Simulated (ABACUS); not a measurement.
## Single-point calculation at one volume of an equation of state, with input and output: Mg3Sb2 (part 2 of 2)

The same run, continued: Mg3Sb2 (5 atoms in the cell); Kohn-Sham DFT of a periodic cell, PBEsol, PseudoDojo NC SR 0.4 PBEsol stringent, no spin polarisation (ABACUS 3.10.1); cutoff 1360.57 eV, 6×6×3 k-mesh, fermi-dirac of 0.05 eV. The structure derives from an entry of the Crystallography Open Database. It belongs to a series of runs on one base structure; here: volume scaled by 0.98.

What the program printed, continued
```
----------------------------------------------------------

 PW ALGORITHM --------------- ION=   1  ELEC=   8--------------------------------

 Density error is 9.0801407752e-10
                          Error Threshold = 1.501078715e-11
----------------------------------------------------------
     Energy           Rydberg                 eV
----------------------------------------------------------
 E_KohnSham     -1366.9876647983     -18598.8213369703
 E_KS(sigma->0) -1366.9876260214     -18598.8208093836
 E_Harris       -1366.9876769338     -18598.8215020828
 E_band         -217.6738802356      -2961.6050769731
 E_one_elec     -1044.0085703029     -14204.4653169531
 E_Hartree      498.3772030487       6780.7697147650
 E_xc           -184.6358111076      -2512.0990859145
 E_Ewald        -636.7204088827      -8663.0255936942
 E_entropy(-TS) -0.0000775538        -0.0010551735
 E_descf        0.0000000000         0.0000000000
 E_exx          0.0000000000         0.0000000000
 E_Fermi        0.6134234534         8.3460542526
----------------------------------------------------------

 charge density convergence is achieved
 final etot is -18598.821337 eV
 EFERMI = 8.3460542526 eV

 STATE ENERGY(eV) AND OCCUPATIONS    NSPIN == 1
 1/5 kpoint (Cartesian) = 0.0000 0.0000 0.0000 (14797 pws)
       1       -134.959      0.0185185
       2       -134.959      0.0185185
       3       -87.9811      0.0185185
       4       -87.9811      0.0185185
       5       -87.9748      0.0185185
       6       -87.9748      0.0185185
       7       -87.9748      0.0185185
       8       -87.9748      0.0185185
       9       -68.3957      0.0185185
      10       -67.5991      0.0185185
      11       -67.5978      0.0185185
      12       -35.3299      0.0185185
      13       -35.3243      0.0185185
      14       -35.3243      0.0185185
      15       -34.5659      0.0185185
      16       -34.5659      0.0185185
      17       -34.5621      0.0185185
      18       -34.5596      0.0185185
      19       -34.5596      0.0185185
      20       -34.5559      0.0185185
      21       -19.8598      0.0185185
      22       -19.8598      0.0185185
      23       -19.8594      0.0185185
      24       -19.8594      0.0185185
      25       -19.8550      0.0185185
      26       -19.8549      0.0185185
      27       -19.8392      0.0185185
      28       -19.8392      0.0185185
      29       -19.8368      0.0185185
      30       -19.8368      0.0185185
      31       -2.08481      0.0185185
      32      -0.831964      0.0185185
      33        3.32826      0.0185185
      34        7.20062      0.0185185
      35        7.20062      0.0185185
      36        7.93169      0.0185139
      37        7.93169      0.0185139
      38        8.25246      0.0160496
      39        9.46327    3.66106e-12
      40        9.60216    2.27598e-13
      41        11.4094    4.57144e-29
      42        11.4094    4.57144e-29
      43        12.3389    3.85451e-37
      44        12.4595    3.45529e-38
      45        12.4595    3.45529e-38
      46        13.4278    1.34239e-46

 2/5 kpoint (Cartesian) = -0.036620 0.021143 0.0000 (14742 pws)
       1       -134.959       0.111111
       2       -134.959       0.111111
       3       -87.9811       0.111111
       4       -87.9811       0.111111
       5       -87.9748       0.111111
       6       -87.9748       0.111111
       7       -87.9748       0.111111
       8       -87.9748       0.111111
       9       -68.3957       0.111111
      10       -67.5990       0.111111
      11       -67.5979       0.111111
      12       -35.3299       0.111111
      13       -35.3243       0.111111
      14       -35.3243       0.111111
      15       -34.5660       0.111111
      16       -34.5660       0.111111
      17       -34.5630       0.111111
      18       -34.5594       0.111111
      19       -34.5586       0.111111
      20       -34.5559       0.111111
      21       -19.8602       0.111111
      22       -19.8597       0.111111
      23       -19.8595       0.111111
      24       -19.8589       0.111111
      25       -19.8546       0.111111
      26       -19.8546       0.111111
      27       -19.8392       0.111111
      28       -19.8390       0.111111
      29       -19.8370       0.111111
      30       -19.8365       0.111111
      31       -1.89412       0.111111
      32      -0.723795       0.111111
      33        3.56982       0.111111
      34        5.80844       0.111111
      35        6.61775       0.111111
      36        6.75695       0.111111
      37        7.87224       0.111103
      38        7.99959       0.111002
      39        10.0280    2.73391e-16
      40        10.5636    6.09126e-21
      41        11.2537    6.16804e-27
      42        11.7197    5.52480e-31
      43        11.8211    7.27360e-32
      44        12.1608    8.15750e-35
      45        12.4536    2.33442e-37
      46        13.0157    3.06289e-42

 3/5 kpoint (Cartesian) = -0.073240 0.042285 0.0000 (14720 pws)
       1       -134.959       0.111111
       2       -134.959       0.111111
       3       -87.9811       0.111111
       4       -87.9811       0.111111
       5       -87.9748       0.111111
       6       -87.9748       0.111111
       7       -87.9748       0.111111
       8       -87.9748       0.111111
       9       -68.3957       0.111111
      10       -67.5988       0.111111
      11       -67.5981       0.111111
      12       -35.3299       0.111111
      13       -35.3244       0.111111
      14       -35.3243       0.111111
      15       -34.5664       0.111111
      16       -34.5664       0.111111
      17       -34.5642       0.111111
      18       -34.5591       0.111111
      19       -34.5573       0.111111
      20       -34.5559       0.111111
      21       -19.8610       0.111111
      22       -19.8596       0.111111
      23       -19.8595       0.111111
      24       -19.8581       0.111111
      25       -19.8540       0.111111
      26       -19.8539       0.111111
      27       -19.8390       0.111111
      28       -19.8384       0.111111
      29       -19.8375       0.111111
      30       -19.8359       0.111111
      31       -1.39395       0.111111
      32      -0.535037       0.111111
      33        4.12422       0.111111
      34        4.37445       0.111111
      35        5.14947       0.111111
      36        6.20753       0.111111
      37        7.01033       0.111111
      38        7.56754       0.111111
      39        9.11034    2.55419e-08
      40        10.4437    6.69056e-20
      41        10.7109    3.19897e-22
      42        11.3549    8.15361e-28
      43        12.6343    6.29101e-39
      44        13.3256    6.22581e-45
      45        13.7868    6.14066e-49
      46        13.9579    2.00190e-50

 4/5 kpoint (Cartesian) = 0.10986 0.19028 0.0000 (14690 pws)
       1       -134.959      0.0555556
       2       -134.959      0.0555556
       3       -87.9811      0.0555556
       4       -87.9811      0.0555556
       5       -87.9748      0.0555556
       6       -87.9748      0.0555556
       7       -87.9748      0.0555556
       8       -87.9748      0.0555556
       9       -68.3957      0.0555556
      10       -67.5986      0.0555556
      11       -67.5982      0.0555556
      12       -35.3299      0.0555556
      13       -35.3245      0.0555556
      14       -35.3243      0.0555556
      15       -34.5665      0.0555556
      16       -34.5665      0.0555556
      17       -34.5647      0.0555556
      18       -34.5590      0.0555556
      19       -34.5566      0.0555556
      20       -34.5561      0.0555556
      21       -19.8614      0.0555556
      22       -19.8597      0.0555556
      23       -19.8593      0.0555556
      24       -19.8577      0.0555556
      25       -19.8536      0.0555556
      26       -19.8536      0.0555556
      27       -19.8387      0.0555556
      28       -19.8381      0.0555556
      29       -19.8378      0.0555556
      30       -19.8355      0.0555556
      31      -0.977702      0.0555556
      32      -0.550234      0.0555556
      33        3.61803      0.0555556
      34        4.50140      0.0555556
      35        5.04023      0.0555556
      36        5.99961      0.0555556
      37        6.04111      0.0555556
      38        7.41283      0.0555556
      39        8.78990    7.75249e-06
      40        10.3233    3.72271e-19
      41        10.3591    1.81653e-19
      42        11.1474    2.58500e-26
      43        13.5941    1.44798e-47
      44        13.7602    5.22332e-49
      45        14.0602    1.29568e-51
      46        14.6623    7.62976e-57

 5/5 kpoint (Cartesian) = -0.036620 0.063428 0.0000 (14722 pws)
       1       -134.959       0.111111
       2       -134.959       0.111111
       3       -87.9811       0.111111
       4       -87.9811       0.111111
       5       -87.9748       0.111111
       6       -87.9748       0.111111
       7       -87.9748       0.111111
       8       -87.9748       0.111111
       9       -68.3957       0.111111
      10       -67.5988       0.111111
      11       -67.5980       0.111111
      12       -35.3299       0.111111
      13       -35.3244       0.111111
      14       -35.3243       0.111111
      15       -34.5664       0.111111
      16       -34.5662       0.111111
      17       -34.5640       0.111111
      18       -34.5592       0.111111
      19       -34.5577       0.111111
      20       -34.5558       0.111111
      21       -19.8604       0.111111
      22       -19.8602       0.111111
      23       -19.8591       0.111111
      24       -19.8585       0.111111
      25       -19.8541       0.111111
      26       -19.8541       0.111111
      27       -19.8388       0.111111
      28       -19.8388       0.111111
      29       -19.8372       0.111111
      30       -19.8362       0.111111
      31       -1.54489       0.111111
      32      -0.570513       0.111111
      33        4.03173       0.111111
      34        4.95013       0.111111
      35        5.10369       0.111111
      36        6.34267       0.111111
      37        7.11822       0.111111
      38        7.41570       0.111111
      39        9.91917    2.40896e-15
      40        11.0319    5.20871e-25
      41        11.0426    4.20352e-25
      42        11.6176    4.25844e-30
      43        11.6848    1.11039e-30
      44        12.4951    1.01819e-37
      45        13.2960    1.12461e-44
      46        14.0147    6.43854e-51

------------------------------------------------------------------------------------------
 TOTAL-FORCE (eV/Angstrom)
------------------------------------------------------------------------------------------
                       Sb1         0.0000000000         0.0000000000         0.5159610199
                       Sb2         0.0000000000         0.0000000000        -0.5159610199
                       Mg1         0.0000000000         0.0000000000         0.0000000000
                       Mg2         0.0000000000         0.0000000000        -0.1777994698
                       Mg3         0.0000000000         0.0000000000         0.1777994698
------------------------------------------------------------------------------------------

----------------------------------------------------------------
 TOTAL-STRESS (KBAR)
----------------------------------------------------------------
         2.2085216019        -0.0000000000         0.0000000000
         0.0000000000         2.2085216021         0.0000000000
         0.0000000000         0.0000000000         9.5683552835
----------------------------------------------------------------
 TOTAL-PRESSURE: 4.661799 KBAR

 --------------------------------------------
 !FINAL_ETOT_IS -18598.8213369703262288 eV
 --------------------------------------------
```

Standard output
```
ABACUS v3.10.1

               Atomic-orbital Based Ab-initio Computation at UStc

%%%%%%%%%%%%%%%%%%%%%%%%%%%%%%%%%%%%%%%%%%%%%%%%%%%%%%%%%%%%%%%%%%%%%%%%%%%%%%%%%%%%%%%%%%%%%%%%%%%%%%%%%
 Warning: the number of valence electrons in pseudopotential > 5 for Sb: [Kr] 4d10 5s2 5p3
 Warning: the number of valence electrons in pseudopotential > 2 for Mg: [Ne] 3s2
 Pseudopotentials with additional electrons can yield (more) accurate outcomes, but may be less efficient.
 If you're confident that your chosen pseudopotential is appropriate, you can safely ignore this warning.
%%%%%%%%%%%%%%%%%%%%%%%%%%%%%%%%%%%%%%%%%%%%%%%%%%%%%%%%%%%%%%%%%%%%%%%%%%%%%%%%%%%%%%%%%%%%%%%%%%%%%%%%%

 UNIFORM GRID DIM        : 60 * 60 * 90
 UNIFORM GRID DIM(BIG)   : 60 * 60 * 90
 ---------------------------------------------------------
 Self-consistent calculations for electrons
 ---------------------------------------------------------
 SPIN    KPOINTS         PROCESSORS  THREADS
 1       17              4           4
 ---------------------------------------------------------
 Use plane wave basis
 ---------------------------------------------------------
 ELEMENT NATOM       XC
 Sb      2
 Mg      3
 ---------------------------------------------------------
 Initial plane wave basis and FFT box
 ---------------------------------------------------------
 -------------------------------------------
 SELF-CONSISTENT :
 -------------------------------------------
 START CHARGE      : atomic
 ITER       ETOT/eV          EDIFF/eV         DRHO     TIME/s
 DA1     -1.85985867e+04   0.00000000e+00   1.3764e-01  12.17
 DA2     -1.85988141e+04  -2.27370866e-01   5.6451e-03   5.98
 DA3     -1.85988202e+04  -6.08776303e-03   6.5295e-04   6.14
 DA4     -1.85988213e+04  -1.10565079e-03   4.1188e-05   6.68
 DA5     -1.85988213e+04  -6.79501527e-05   1.3637e-06   6.48
 DA6     -1.85988213e+04  -7.81265380e-06   1.8994e-07   7.97
 DA7     -1.85988213e+04  -2.98245626e-07   1.1408e-08   6.25
 DA8     -1.85988213e+04  -4.26820896e-08   9.0801e-10   7.61
----------------------------------------------------------------
 TOTAL-STRESS (KBAR)
----------------------------------------------------------------
         2.2085216019        -0.0000000000         0.0000000000
         0.0000000000         2.2085216021         0.0000000000
         0.0000000000         0.0000000000         9.5683552835
----------------------------------------------------------------
 TOTAL-PRESSURE: 4.661799 KBAR
```

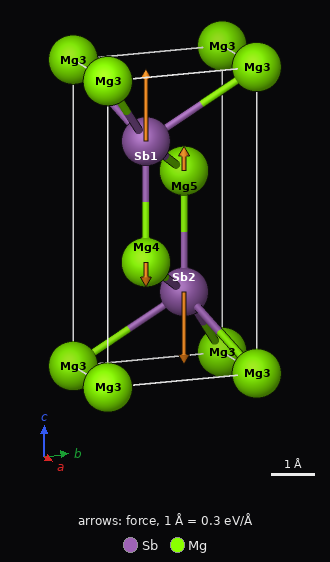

Figure 1. Forces on the atoms as orange arrows (ball-and-stick view of the cell of the calculation, seen slightly off an axis; atoms are numbered from 1 in the order of the input). The largest act on Sb1, Sb2 (0.52 eV/Å); Mg4, Mg5 (0.18 eV/Å). The geometry is not a stationary point of this energy.

The run was set up as follows.

The input
```python
"""ABACUS run from a structure file: ASE reads it, the script writes STRU, KPT and INPUT."""
import re
import subprocess
from ase.io import read
from ase.units import Bohr

atoms = read("POSCAR")
atoms = atoms[(-atoms.numbers).argsort(kind="stable")]  # ABACUS lists atoms element by element
pseudo = {'Sb': 'Sb.upf', 'Mg': 'Mg.upf'}
orbital = {}
magmoms = None
kmesh = [6, 6, 3]
params = {
    'suffix': 'Mg3Sb2',
    'calculation': 'scf',
    'basis_type': 'pw',
    'pseudo_dir': './',
    'symmetry': 1,
    'dft_functional': 'pbesol',
    'ecutwfc': 100,
    'pseudo_rcut': 7,
    'nspin': 1,
    'nbands': 46,
    'ks_solver': 'dav',
    'smearing_method': 'fd',
    'smearing_sigma': 0.00367493,
    'scf_thr': 1e-08,
    'scf_nmax': 100,
    'mixing_type': 'broyden',
    'mixing_beta': 0.7,
    'cal_force': 1,
    'cal_stress': 1,
    'kpar': 4,
}

symbols = atoms.get_chemical_symbols()
elements = list(dict.fromkeys(symbols))
lines = ["ATOMIC_SPECIES"] + [f"{e} {atoms.get_masses()[symbols.index(e)]:.4f} {pseudo[e]}" for e in elements]
if orbital:
    lines += ["", "NUMERICAL_ORBITAL"] + [orbital[e] for e in elements]
lines += ["", "LATTICE_CONSTANT", f"{1 / Bohr:.10f}", "", "LATTICE_VECTORS"]
lines += [" ".join(f"{x:.10f}" for x in v) for v in atoms.cell]
lines += ["", "ATOMIC_POSITIONS", "Direct"]
for e in elements:
    lines += ["", e, "0.0", str(symbols.count(e))]
    for i, p in enumerate(atoms.get_scaled_positions(wrap=False)):
        if symbols[i] == e:
            mag = "" if magmoms is None else " mag " + " ".join(str(x) for x in (magmoms[i] if isinstance(magmoms[i], list) else [magmoms[i]]))
            lines.append(" ".join(f"{x:.10f}" for x in p) + " 1 1 1" + mag)
open("STRU", "w").write("\n".join(lines) + "\n")
open("KPT", "w").write("K_POINTS\n0\nGamma\n%d %d %d 0 0 0\n" % tuple(kmesh))
open("INPUT", "w").write("INPUT_PARAMETERS\n" + "".join(f"{k:<20s}{v}\n" for k, v in params.items()))

done = subprocess.run(['mpirun', '-np', '4', 'abacus'])
if done.returncode:
    raise SystemExit(done.returncode)
log = open("OUT.Mg3Sb2/running_scf.log").read()
print("final energy (eV):", re.findall(r"FINAL_ETOT_IS (\S+)", log))
```

File POSCAR
```
Mg3Sb2
1.0
    4.5512473956      0.0000000000      0.0000000000
   -2.2756236978      3.9414958634      0.0000000000
    0.0000000000      0.0000000000      7.1953810854
Sb Mg
2 3
Direct
    0.6666666667      0.3333333333      0.7650000000
    0.3333333333      0.6666666667      0.2350000000
    0.0000000000      0.0000000000      0.0000000000
    0.6666666667      0.3333333333      0.3700000000
    0.3333333333      0.6666666667      0.6300000000
```

File INPUT
```
INPUT_PARAMETERS
suffix              Mg3Sb2
calculation         scf
basis_type          pw
pseudo_dir          ./
symmetry            1
dft_functional      pbesol
ecutwfc             100
pseudo_rcut         7
nspin               1
nbands              46
ks_solver           dav
smearing_method     fd
smearing_sigma      0.00367493
scf_thr             1e-08
scf_nmax            100
mixing_type         broyden
mixing_beta         0.7
cal_force           1
cal_stress          1
kpar                4
```

File STRU
```
ATOMIC_SPECIES
Sb 121.7600 Sb.upf
Mg 24.3050 Mg.upf

LATTICE_CONSTANT
1.8897261258

LATTICE_VECTORS
4.5512473956 0.0000000000 0.0000000000
-2.2756236978 3.9414958634 0.0000000000
0.0000000000 0.0000000000 7.1953810854

ATOMIC_POSITIONS
Direct

Sb
0.0
2
0.6666666667 0.3333333333 0.7650000000 1 1 1
0.3333333333 0.6666666667 0.2350000000 1 1 1

Mg
0.0
3
0.0000000000 0.0000000000 0.0000000000 1 1 1
0.6666666667 0.3333333333 0.3700000000 1 1 1
0.3333333333 0.6666666667 0.6300000000 1 1 1
```

File KPT
```
K_POINTS
0
Gamma
6 6 3 0 0 0
```

Command:
```bash
OMP_NUM_THREADS=1 python run_abacus.py > log
```

Results in brief

| quantity | value |
| --- | --- |
| outcome | converged |
| space group (tolerance 0.01 Å) | P-3m1 (164) |
| electrons treated | 76 |
| free energy | −18598.8213 eV |
| Fermi energy | 8.346 eV |
| gap on the k-point mesh | 0.25 eV |
| pressure | 0.47 GPa |
| largest force (length of the vector) | 0.516 eV/Å |
| hardware | 4 threads of Intel Xeon (Sapphire Rapids), 32 GiB of memory available, shared host |
| wall time | 62 s (CPU time 4.1 min) |
| peak memory | 1.4 GiB |
